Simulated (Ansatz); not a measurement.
The coordinates of a crystal:

```cif
data_structure
_symmetry_space_group_name_H-M 'P 1'
_symmetry_Int_Tables_number 1
_cell_length_a 4.3002
_cell_length_b 4.8131
_cell_length_c 4.2860
_cell_angle_alpha 95.178
_cell_angle_beta 85.407
_cell_angle_gamma 94.785
_cell_volume 87.80
loop_
_atom_site_label
_atom_site_type_symbol
_atom_site_fract_x
_atom_site_fract_y
_atom_site_fract_z
_atom_site_occupancy
Al1 Al 0.00000 0.00000 0.00000 1
Ga1 Ga 0.47065 0.53738 0.02110 1
Ga2 Ga 0.50560 0.03137 0.56283 1
Ga3 Ga 0.98063 0.54071 0.52434 1
N1 N 0.75264 0.79653 0.35005 1
N2 N 0.76174 0.28134 0.73230 1
N3 N 0.30130 0.71350 0.79120 1
N4 N 0.23008 0.28891 0.29105 1
```

Interpret the file: composition, symmetry and coordination.

Answer. It has the composition AlGa$_{3}$N$_{4}$. All rotations and mirrors are lost; the group is P1. Cell content 1 Al, 3 Ga, 4 N; Z = 1.

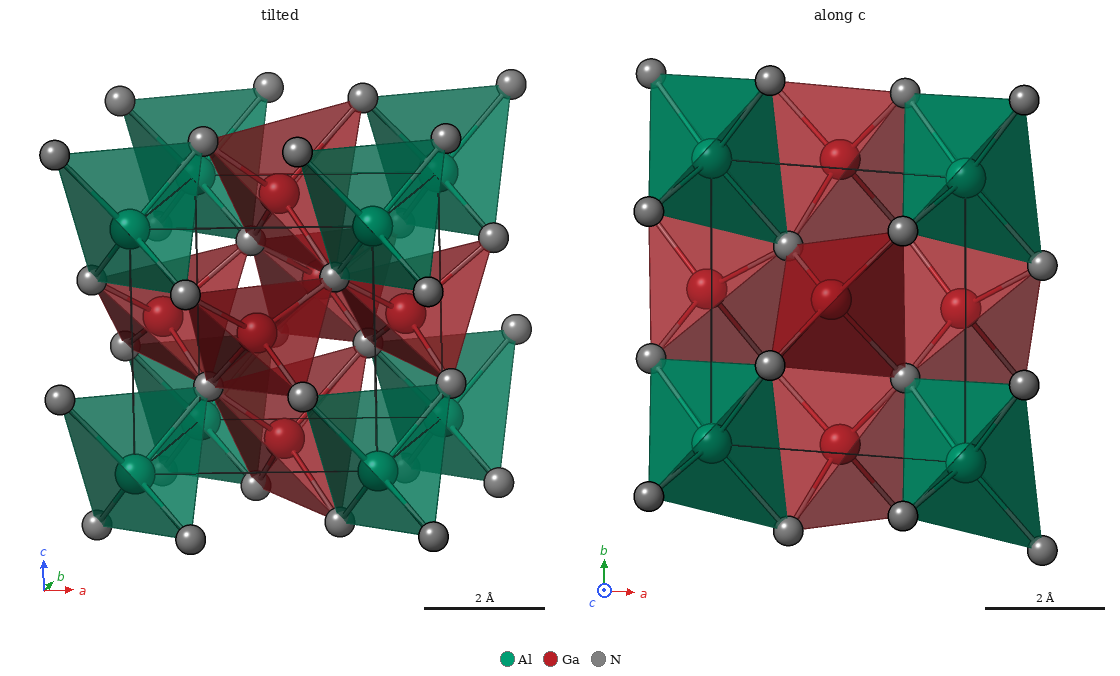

We look at a polyhedral model of the crystal slightly off an axis and along the c axis. The unit cell is outlined; an atom on or near a face, edge or corner is repeated at each equivalent position. Some neighbours outside the box are added. Colours: aluminium teal, gallium red, nitrogen grey.

The model was built from a structure listed in the Materials Project. The cell was then strained or its atoms displaced on purpose. A calculation with Ansatz used it as input.

At this level of theory the run's own cell isn't at rest (compressed, at 17 GPa and forces up to 11.2 eV/Å), so its distances can differ from those at equilibrium, the more so the softer the solid.
